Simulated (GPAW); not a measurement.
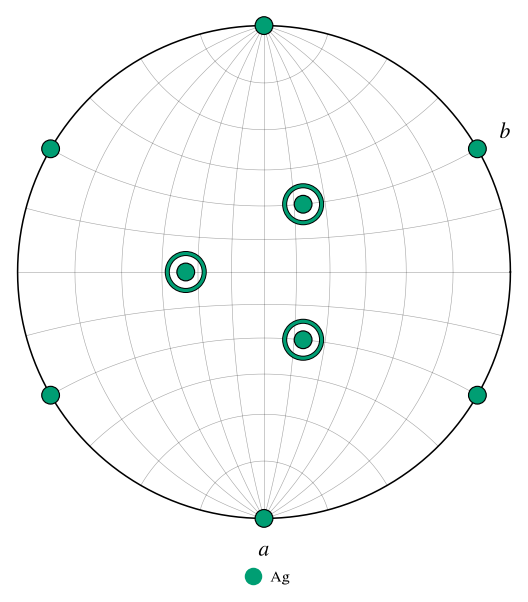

Directions from one silver atom at (2/3, 1/3, 3/4) to its bonded neighbours, in stereographic projection down c (filled: above the plane of the page or in it, open: below). Crystal: Ag, an entry of the Crystallography Open Database, as set up for an electronic-structure calculation. Symmetry computed with spglib at a tolerance of 0.002 Å; standard conventional cell.

Neighbours are counted up to 3.28 Å for Ag.

```
Ag
1.0
     2.93000    0.00000    0.00000
    -1.46500    2.53745    0.00000
     0.00000    0.00000    4.79000
Ag
2
Direct
  0.66667 0.33333 0.75000
  0.33333 0.66667 0.25000
```

Question: How many neighbours are there, and at what angles?

Answer: 12: 12 Ag at 2.93 Å. Angles between bonds: 60° (24×), 90° (12×), 110° (3×), 120° (18×), 146° (6×), 180° (3×).

Question: What is the site's symmetry in the crystal?

Answer: Point group -6m2 (D3h), order 12: one −6 axis, three twofold axes, four mirror planes. In P6₃/mmc, No. 194 this is Wyckoff position 2c.
